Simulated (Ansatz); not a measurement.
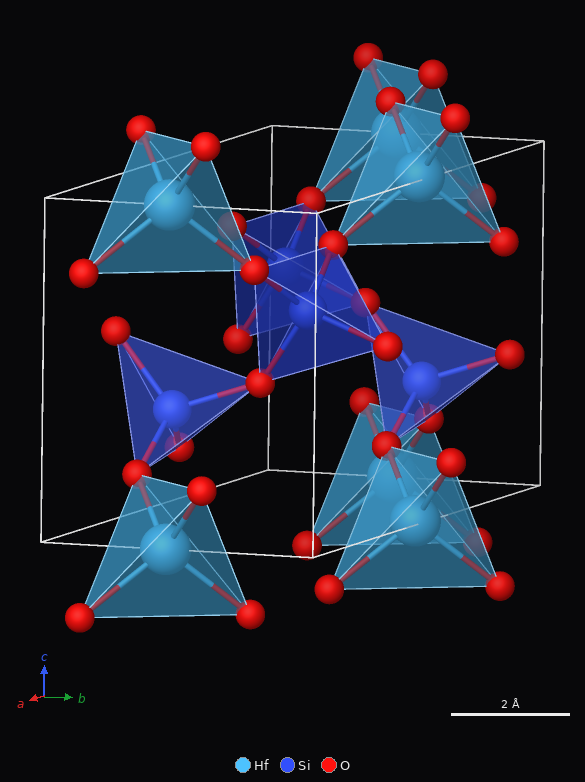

Figure 1. The input geometry (polyhedral view of the cell 2 times as large as that of the calculation, set on its symmetry axes, seen slightly off an axis; polyhedra are completed across the faces of the cell). An atom can appear more than once, as a periodic image.

## Run report: HfSi2O6, geometry relaxation (part 1 of 2)

- system: HfSi2O6 (C2, 9 atoms in the cell)
- method: DFT PBE, scalar-relativistic, plane waves, PAW, no spin polarisation (Ansatz 0.2.0)

The structure was made by a generator, so it may or may not be a known phase.

**Input file**
```yaml
crystal:
  lattice:
    - [4.9545455911, -2.5073286742, -0.0011643937]
    - [4.9545455911, 2.5073286742, -0.0011643937]
    - [-0.1716761244, 0.0, 5.8815746921]
  atoms:
    - { symbol: Hf, position: [0.5414655024, 0.4585344976, 0.0] }
    - { symbol: Si, position: [0.9867436997, 0.5193859552, 0.6551762735] }
    - { symbol: Si, position: [0.4806140448, 0.0132563003, 0.3448237265] }
    - { symbol: O, position: [0.1551668955, 0.3051162334, 0.4316808886] }
    - { symbol: O, position: [0.4296891752, 0.7913325861, 0.20238867] }
    - { symbol: O, position: [0.2086674139, 0.5703108248, 0.79761133] }
    - { symbol: O, position: [0.6948837666, 0.8448331045, 0.5683191114] }
    - { symbol: O, position: [0.629114993, 0.1253237566, 0.1825336797] }
    - { symbol: O, position: [0.8746762434, 0.370885007, 0.8174663203] }
basis:
  ecutwfc: 420
kpoints:
  mp_grid: { grid: [6, 6, 4] }
hamiltonian:
  xc: pbe
scf:
  occupations: { method: fixed }
output:
  forces: true
  stress: true
  eigenvalues: true
  write_density: true
  write_potential: true
  elf: true
  volumetric_format: npy
relax:
  adjacent_minimum: "off"
  f_tol: 0.001
  max_steps: 60
  cell: { stress_tol: 0.01 }
```

Launch command:
```bash
ansatz run input.yaml --threads 1 --pin off --max-ram 2560MiB --backend cpu --events-out ev --progress --plain --runs-dir out
```

**The program's output**
```
Engine: ansatz 0.2.0, x86_64-unknown-linux-gnu
Pseudopotentials: kind: paw
Pseudopotential: Hf, paw, valence charge 26, recommended cutoff 420 eV (normal), Hf.paw.azcp
Pseudopotential: Si, paw, valence charge 4, recommended cutoff 420 eV (normal), Si.paw.azcp
Pseudopotential: O, paw, valence charge 6, recommended cutoff 420 eV (normal), O.paw.azcp
Functional definition: PBE
  parameter kappa = 0.804
  parameter beta = 0.06672455060314922
  exchange = pbe_x(kappa = kappa, mu = beta*pi^2/3)
  correlation = pbe_c(beta = beta)
Crystal: 9 atoms, lattice volume = 146.129 Å³
Basis set: ecut = 420 eV, 2861 PW (Γ), exchange–correlation on 80×80×80 points (8 copies of the dense FFT grid, shifted against one another)
Bands: 44, of which v1, the nominal top of the filled ones, is band 35 counted from 1 (34 counted from 0)
Symmetry: 2 space group operations
Space group: C2 (ITA 5), of the structure as read, at distance tolerance 5.3e-5 Å
k-points: 47 of 144 (time reversal used)
Non-local potential: Hf, projectors of the file, l = 0: 3, l = 1: 2, l = 2: 2, l = 3: 3
Non-local potential: Si, projectors of the file, l = 0: 2, l = 1: 2, l = 2: 2
Non-local potential: O, projectors of the file, l = 0: 2, l = 1: 2, l = 2: 1
PAW form: soft (Blöchl's): semilocal exchange-correlation on the pseudo side does not see the compensation charge
PAW one-centre angular grid: Hf, 590 points (default); XC on 64 Gauss nodes
PAW one-centre angular grid: Si, 110 points (default); XC on 64 Gauss nodes
PAW one-centre angular grid: O, 110 points (default); XC on 64 Gauss nodes
Initial density: superposition of atomic densities (neutral atoms: chi_scale 0, normalization atom), corrected by the library's trained network
Initial wavefunctions: pseudopotential atomic-orbital guess
Functional: x = pbe(κ = 0.804, μ = 0.2195149727645171), c = pbe(β = 0.06672455060314922)
SCF iter   1: F=—  HF=-20409.212721 eV  |F-HF|=—  |Δ(HF+E_count)|=         —  Δρ=2.45e-3  dr2=1.82e-2  ethr=1.77e-3  ⟨swp⟩=4.4  Hψ=8161  notcnv=0  defer=296
preconditioner: auto → Resta (q_TF=auto, 2.413 Å⁻¹)  ε∞=3.3  [insulator: Δε(μ)=5.040 eV  Ē_g=16.702 eV  n_scr=26 (ndim 8)  ℏωp=25.3 eV  f_vac=0.267  ε∞_Penn≈3.3]
SCF iter   2: F=—  HF=-20409.211244 eV  |F-HF|=—  |Δ(HF+E_count)|=   1.48e-3  Δρ=1.01e-3  dr2=2.54e-3  ethr=2.60e-5  ⟨swp⟩=3.0  Hψ=3323  notcnv=0  defer=329
SCF iter   3: F=—  HF=-20409.211913 eV  |F-HF|=—  |Δ(HF+E_count)|=   6.69e-4  Δρ=4.66e-4  dr2=4.93e-4  ethr=3.62e-6  ⟨swp⟩=2.1  Hψ=3218  notcnv=0  defer=329
SCF iter   4: F=—  HF=-20409.212025 eV  |F-HF|=—  |Δ(HF+E_count)|=   1.12e-4  Δρ=2.51e-4  dr2=1.10e-4  ethr=7.04e-7  ⟨swp⟩=2.0  Hψ=3683  notcnv=0  defer=329
SCF iter   5: F=—  HF=-20409.212052 eV  |F-HF|=—  |Δ(HF+E_count)|=   2.69e-5  Δρ=1.03e-4  dr2=1.48e-5  ethr=1.57e-7  ⟨swp⟩=2.0  Hψ=3133  notcnv=0  defer=309
SCF iter   6: F=—  HF=-20409.212083 eV  |F-HF|=—  |Δ(HF+E_count)|=   3.08e-5  Δρ=3.84e-5  dr2=2.07e-6  ethr=2.11e-8  ⟨swp⟩=2.0  Hψ=3387  notcnv=0  defer=146
SCF iter   7: F=—  HF=-20409.212085 eV  |F-HF|=—  |Δ(HF+E_count)|=   2.80e-6  Δρ=2.04e-5  dr2=7.22e-7  ethr=2.96e-9  ⟨swp⟩=2.0  Hψ=3589  notcnv=0  defer=148
SCF iter   8: F=—  HF=-20409.212086 eV  |F-HF|=—  |Δ(HF+E_count)|=   4.88e-7  Δρ=1.31e-5  dr2=1.95e-7  ethr=1.03e-9  ⟨swp⟩=2.0  Hψ=3389  notcnv=0  defer=156
SCF iter   9: F=-20409.212086 eV  HF=-20409.212086 eV  |F-HF|=1.00e-8  |Δ(HF+E_count)|=   2.18e-8  Δρ=1.77e-6  dr2=4.45e-9  ethr=1.43e-10  ⟨swp⟩=17.9  Hψ=16569  notcnv=0
SCF 1 converged in 9 iterations: F = -20409.212086 eV  dr2 = 4.45e-9
  greatest PAW one-centre occupation: 0.999 electrons in one spin orbital (limit 2), on the Hf atom at site 0 (counted from 0), in its partial waves of l = 0
relax step   1: F+E_penalty+E_count = -20409.21208588 eV  Δ(F+E_penalty+E_count) = +0.000e0 eV  max|allowed force component| = 7.718e-3 eV/Å  Δτ_max = 0.0000 Å  P = +0.000 GPa  Ω = 146.129 Å³  (9 SCF iters, dr2 threshold 1.00e-7 eV, accepted)
Crystal: 9 atoms, lattice volume = 146.116 Å³
Initial density: handed on by an earlier stage of this run
Initial wavefunctions: those handed on with the density
iter 1 solved again at ethr=3.39e-9 eV; its pass at ethr=3.10e-3 eV (dr2=2.37e-6 eV) is discarded
SCF iter   1: F=—  HF=-20409.212099 eV  |F-HF|=—  |Δ(HF+E_count)|=         —  Δρ=4.98e-5  dr2=2.35e-6  ethr=3.39e-9  ⟨swp⟩=2.0  Hψ=7614  notcnv=0  defer=27
preconditioner: auto → Resta (q_TF=auto, 2.413 Å⁻¹)  ε∞=3.3  [insulator: Δε(μ)=5.028 eV  Ē_g=16.688 eV  n_scr=26 (ndim 8)  ℏωp=25.3 eV  f_vac=0.268  ε∞_Penn≈3.3]
SCF iter   2: F=—  HF=-20409.212134 eV  |F-HF|=—  |Δ(HF+E_count)|=   3.52e-5  Δρ=2.27e-5  dr2=3.96e-7  ethr=3.36e-9  ⟨swp⟩=3.0  Hψ=3812  notcnv=0  defer=27
SCF iter   3: F=—  HF=-20409.212134 eV  |F-HF|=—  |Δ(HF+E_count)|=   3.02e-8  Δρ=5.52e-6  dr2=2.35e-8  ethr=5.66e-10  ⟨swp⟩=2.8  Hψ=3928  notcnv=0  defer=27
SCF iter   4: F=—  HF=-20409.212134 eV  |F-HF|=—  |Δ(HF+E_count)|=   1.25e-8  Δρ=2.03e-6  dr2=4.15e-9  ethr=5.32e-12  ⟨swp⟩=11.7  Hψ=15534  notcnv=0
SCF iter   5: F=-20409.212134 eV  HF=-20409.212134 eV  |F-HF|=4.15e-10  |Δ(HF+E_count)|=   3.60e-9  Δρ=5.58e-7  dr2=3.84e-10  ethr=5.32e-12  ⟨swp⟩=7.1  Hψ=11601  notcnv=0
SCF 2 converged in 5 iterations: F = -20409.212134 eV  dr2 = 3.84e-10
relax step   2: F+E_penalty+E_count = -20409.21213437 eV  Δ(F+E_penalty+E_count) = -4.850e-5 eV  max|allowed force component| = 6.717e-3 eV/Å  Δτ_max = 0.0004 Å  P = +0.002 GPa  Ω = 146.116 Å³  energy of the carried Pulay correction = +3.956e-5 eV  (5 SCF iters, dr2 threshold 3.72e-9 eV, accepted)
Crystal: 9 atoms, lattice volume = 146.033 Å³
Basis set: ecut = 420 eV, 2859 PW (Γ), exchange–correlation on 80×80×80 points (8 copies of the dense FFT grid, shifted against one another)
iter 1 solved again at ethr=1.91e-7 eV; its pass at ethr=3.10e-3 eV (dr2=1.34e-4 eV) is discarded
SCF iter   1: F=—  HF=-20409.212414 eV  |F-HF|=—  |Δ(HF+E_count)|=         —  Δρ=3.66e-4  dr2=1.32e-4  ethr=1.91e-7  ⟨swp⟩=2.0  Hψ=7704  notcnv=0  defer=300
preconditioner: auto → Resta (q_TF=auto, 2.414 Å⁻¹)  ε∞=3.3  [insulator: Δε(μ)=5.029 eV  Ē_g=16.689 eV  n_scr=26 (ndim 8)  ℏωp=25.3 eV  f_vac=0.267  ε∞_Penn≈3.3]
SCF iter   2: F=—  HF=-20409.212383 eV  |F-HF|=—  |Δ(HF+E_count)|=   3.19e-5  Δρ=1.62e-4  dr2=1.99e-5  ethr=1.88e-7  ⟨swp⟩=2.0  Hψ=3635  notcnv=0  defer=276
SCF iter   3: F=—  HF=-20409.212414 eV  |F-HF|=—  |Δ(HF+E_count)|=   3.09e-5  Δρ=5.44e-5  dr2=2.53e-6  ethr=2.84e-8  ⟨swp⟩=2.2  Hψ=3543  notcnv=0  defer=125
SCF iter   4: F=—  HF=-20409.212415 eV  |F-HF|=—  |Δ(HF+E_count)|=   1.25e-6  Δρ=2.29e-5  dr2=5.04e-7  ethr=3.62e-9  ⟨swp⟩=2.0  Hψ=3264  notcnv=0  defer=125
SCF iter   5: F=—  HF=-20409.212415 eV  |F-HF|=—  |Δ(HF+E_count)|=   2.78e-8  Δρ=3.96e-6  dr2=2.19e-8  ethr=7.21e-10  ⟨swp⟩=2.0  Hψ=2695  notcnv=0  defer=125
SCF iter   6: F=—  HF=-20409.212415 eV  |F-HF|=—  |Δ(HF+E_count)|=   2.40e-8  Δρ=2.87e-6  dr2=9.00e-9  ethr=4.03e-12  ⟨swp⟩=13.3  Hψ=15201  notcnv=0
SCF iter   7: F=-20409.212415 eV  HF=-20409.212415 eV  |F-HF|=3.09e-10  |Δ(HF+E_count)|=  4.37e-11  Δρ=4.12e-7  dr2=3.18e-10  ethr=4.03e-12  ⟨swp⟩=6.0  Hψ=12036  notcnv=0
SCF 3 converged in 7 iterations: F = -20409.212415 eV  dr2 = 3.18e-10
relax step   3: F+E_penalty+E_count = -20409.21241482 eV  Δ(F+E_penalty+E_count) = -2.804e-4 eV  max|allowed force component| = 3.049e-3 eV/Å  Δτ_max = 0.0029 Å  P = +0.004 GPa  Ω = 146.033 Å³  energy of the carried Pulay correction = +2.921e-4 eV  (7 SCF iters, dr2 threshold 2.82e-9 eV, accepted)
Crystal: 9 atoms, lattice volume = 145.909 Å³
iter 1 solved again at ethr=1.94e-7 eV; its pass at ethr=3.10e-3 eV (dr2=1.36e-4 eV) is discarded
SCF iter   1: F=—  HF=-20409.212800 eV  |F-HF|=—  |Δ(HF+E_count)|=         —  Δρ=3.99e-4  dr2=1.42e-4  ethr=1.94e-7  ⟨swp⟩=2.0  Hψ=7708  notcnv=0  defer=326
preconditioner: auto → Resta (q_TF=auto, 2.414 Å⁻¹)  ε∞=3.3  [insulator: Δε(μ)=5.030 eV  Ē_g=16.690 eV  n_scr=26 (ndim 8)  ℏωp=25.3 eV  f_vac=0.267  ε∞_Penn≈3.3]
SCF iter   2: F=—  HF=-20409.212779 eV  |F-HF|=—  |Δ(HF+E_count)|=   2.05e-5  Δρ=2.08e-4  dr2=3.49e-5  ethr=1.94e-7  ⟨swp⟩=2.9  Hψ=3583  notcnv=0  defer=153
SCF iter   3: F=—  HF=-20409.212805 eV  |F-HF|=—  |Δ(HF+E_count)|=   2.54e-5  Δρ=7.37e-5  dr2=6.04e-6  ethr=4.99e-8  ⟨swp⟩=2.0  Hψ=2788  notcnv=0  defer=125
SCF iter   4: F=—  HF=-20409.212804 eV  |F-HF|=—  |Δ(HF+E_count)|=   1.15e-6  Δρ=1.98e-5  dr2=4.37e-7  ethr=8.63e-9  ⟨swp⟩=2.0  Hψ=3217  notcnv=0  defer=125
SCF iter   5: F=—  HF=-20409.212804 eV  |F-HF|=—  |Δ(HF+E_count)|=   8.91e-8  Δρ=5.93e-6  dr2=3.93e-8  ethr=6.24e-10  ⟨swp⟩=2.0  Hψ=3118  notcnv=0  defer=125
SCF iter   6: F=—  HF=-20409.212804 eV  |F-HF|=—  |Δ(HF+E_count)|=   3.37e-8  Δρ=3.13e-6  dr2=1.18e-8  ethr=5.61e-11  ⟨swp⟩=2.0  Hψ=3400  notcnv=0  defer=125
SCF iter   7: F=—  HF=-20409.212804 eV  |F-HF|=—  |Δ(HF+E_count)|=   3.79e-9  Δρ=8.55e-7  dr2=1.00e-9  ethr=1.68e-11  ⟨swp⟩=2.0  Hψ=3588  notcnv=0  defer=125
SCF iter   8: F=-20409.212804 eV  HF=-20409.212804 eV  |F-HF|=1.42e-10  |Δ(HF+E_count)|=  5.68e-10  Δρ=3.61e-7  dr2=1.89e-10  ethr=1.00e-12  ⟨swp⟩=12.4  Hψ=13779  notcnv=0
SCF 4 converged in 8 iterations: F = -20409.212804 eV  dr2 = 1.89e-10
relax step   4: F+E_penalty+E_count = -20409.21280374 eV  Δ(F+E_penalty+E_count) = -3.889e-4 eV  max|allowed force component| = 3.851e-3 eV/Å  Δτ_max = 0.0045 Å  P = -0.006 GPa  Ω = 145.909 Å³  energy of the carried Pulay correction = +6.693e-4 eV  (8 SCF iters, dr2 threshold 5.81e-10 eV, accepted)
Crystal: 9 atoms, lattice volume = 145.907 Å³
iter 1 solved again at ethr=4.34e-9 eV; its pass at ethr=3.10e-3 eV (dr2=3.04e-6 eV) is discarded
SCF iter   1: F=—  HF=-20409.212782 eV  |F-HF|=—  |Δ(HF+E_count)|=         —  Δρ=5.73e-5  dr2=3.03e-6  ethr=4.34e-9  ⟨swp⟩=2.0  Hψ=7567  notcnv=0  defer=125
SCF iter   2: F=—  HF=-20409.212813 eV  |F-HF|=—  |Δ(HF+E_count)|=   3.05e-5  Δρ=3.16e-5  dr2=9.54e-7  ethr=4.33e-9  ⟨swp⟩=2.0  Hψ=3327  notcnv=0  defer=125
SCF iter   3: F=—  HF=-20409.212813 eV  |F-HF|=—  |Δ(HF+E_count)|=   1.11e-7  Δρ=8.20e-6  dr2=7.88e-8  ethr=1.36e-9  ⟨swp⟩=2.0  Hψ=2886  notcnv=0  defer=125
SCF iter   4: F=—  HF=-20409.212813 eV  |F-HF|=—  |Δ(HF+E_count)|=   2.37e-8  Δρ=2.47e-6  dr2=7.67e-9  ethr=1.13e-10  ⟨swp⟩=2.0  Hψ=3588  notcnv=0  defer=125
SCF iter   5: F=—  HF=-20409.212813 eV  |F-HF|=—  |Δ(HF+E_count)|=   2.90e-9  Δρ=1.26e-6  dr2=1.98e-9  ethr=1.10e-11  ⟨swp⟩=2.0  Hψ=3528  notcnv=0  defer=125
SCF iter   6: F=-20409.212813 eV  HF=-20409.212813 eV  |F-HF|=2.69e-10  |Δ(HF+E_count)|=  4.37e-10  Δρ=3.59e-7  dr2=2.16e-10  ethr=1.32e-12  ⟨swp⟩=11.1  Hψ=14032  notcnv=0
SCF 5 converged in 6 iterations: F = -20409.212813 eV  dr2 = 2.16e-10
relax step   5: F+E_penalty+E_count = -20409.21281252 eV  Δ(F+E_penalty+E_count) = -8.783e-6 eV  max|allowed force component| = 8.061e-4 eV/Å  Δτ_max = 0.0007 Å  P = +0.006 GPa  Ω = 145.907 Å³  energy of the carried Pulay correction = +6.749e-4 eV  (6 SCF iters, dr2 threshold 9.27e-10 eV, accepted)
Initial wavefunctions: pseudopotential atomic-orbital guess (no wavefunctions were taken with the density)
iter 1 solved again at ethr=4.96e-8 eV; its pass at ethr=3.10e-3 eV (dr2=3.47e-5 eV) is discarded
SCF iter   1: F=—  HF=-20409.211968 eV  |F-HF|=—  |Δ(HF+E_count)|=         —  Δρ=1.52e-5  dr2=4.55e-8  ethr=4.96e-8  ⟨swp⟩=3.3  Hψ=13743  notcnv=0  defer=329
preconditioner: auto → Resta (q_TF=auto, 2.414 Å⁻¹)  ε∞=3.3  [insulator: Δε(μ)=5.030 eV  Ē_g=16.695 eV  n_scr=26 (ndim 8)  ℏωp=25.3 eV  f_vac=0.267  ε∞_Penn≈3.3]
SCF iter   2: F=—  HF=-20409.211998 eV  |F-HF|=—  |Δ(HF+E_count)|=   3.02e-5  Δρ=7.50e-6  dr2=1.27e-8  ethr=6.49e-11  ⟨swp⟩=2.9  Hψ=4088  notcnv=0  defer=279
SCF iter   3: F=—  HF=-20409.211998 eV  |F-HF|=—  |Δ(HF+E_count)|=   2.97e-8  Δρ=2.29e-6  dr2=1.91e-9  ethr=1.82e-11  ⟨swp⟩=2.0  Hψ=3232  notcnv=0  defer=279
SCF iter   4: F=—  HF=-20409.211998 eV  |F-HF|=—  |Δ(HF+E_count)|=   1.88e-9  Δρ=3.73e-7  dr2=6.81e-11  ethr=2.73e-12  ⟨swp⟩=2.0  Hψ=3589  notcnv=0  defer=279
SCF iter   5: F=—  HF=-20409.211998 eV  |F-HF|=—  |Δ(HF+E_count)|=  5.09e-11  Δρ=1.29e-7  dr2=1.41e-11  ethr=1.00e-12  ⟨swp⟩=1.0  Hψ=1944  notcnv=0  defer=279
SCF iter   6: F=—  HF=-20409.211998 eV  |F-HF|=—  |Δ(HF+E_count)|=  1.46e-11  Δρ=5.74e-8  dr2=4.39e-12  ethr=1.00e-12  ⟨swp⟩=15.1  Hψ=12513  notcnv=0
SCF iter   7: F=-20409.211998 eV  HF=-20409.211998 eV  |F-HF|=1.09e-11  |Δ(HF+E_count)|=  7.28e-12  Δρ=1.55e-8  dr2=5.91e-13  ethr=1.00e-12  ⟨swp⟩=5.0  Hψ=8304  notcnv=0
SCF 6 converged in 7 iterations: F = -20409.211998 eV  dr2 = 5.91e-13
relax step   6: F+E_penalty+E_count = -20409.21199785 eV  Δ(F+E_penalty+E_count) = +8.147e-4 eV  max|allowed force component| = 8.352e-4 eV/Å  Δτ_max = 0.0000 Å  P = -0.003 GPa  Ω = 145.907 Å³  stress off target by 8.42e-3 GPa  SCF on the basis re-selected at this cell (its energy is not comparable with the rows above)  (7 SCF iters)
```

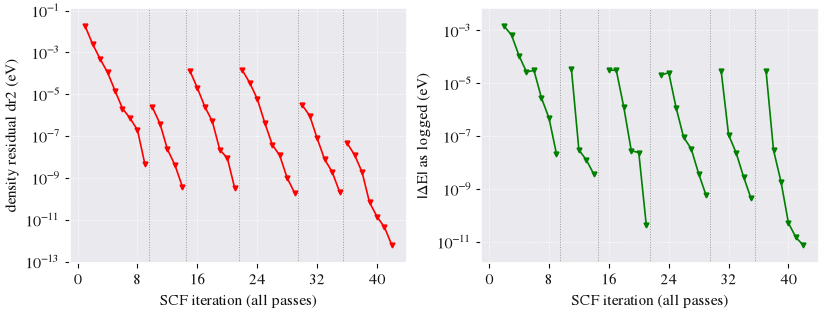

Figure 2. Convergence of the self-consistent field: density residual dr2 and size of the energy change against the SCF iteration. The dotted lines part the SCF passes of the relaxation: geometry steps, rejected trials and re-solves on a re-selected basis. The 6 passes take 5 to 9 iterations each, 42 in all.

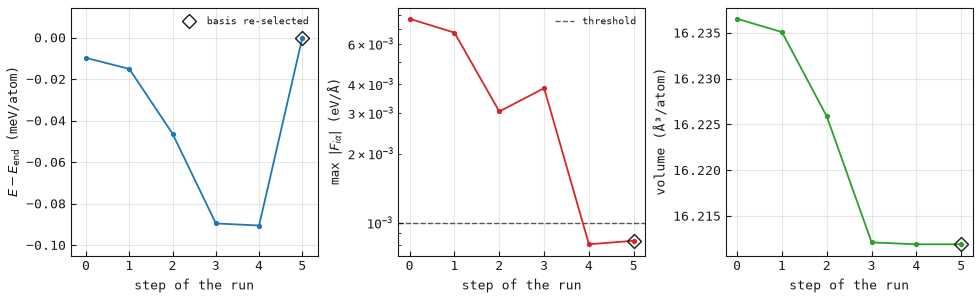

Figure 3. Progress of the relaxation, step by step (the first geometry is step 0 here and step 1 in the log). The largest moves relative to the cell, 0.007 Å, are those of O4 and O7. Largest moves by element: O 0.007 Å, Hf 0.003 Å, Si 0.001 Å. After 4 geometry steps the energy has fallen by 0.1 meV per atom. Largest force component: 0.0077 eV/Å at the start, 0.00084 eV/Å at the end. Pressure: 0.00 GPa at the start and 0.00 GPa at the end. A last SCF at the same geometry on a re-selected plane-wave basis shifts the energy by +0.1 meV per atom. (Atoms are counted from 1 in the order of the input.)
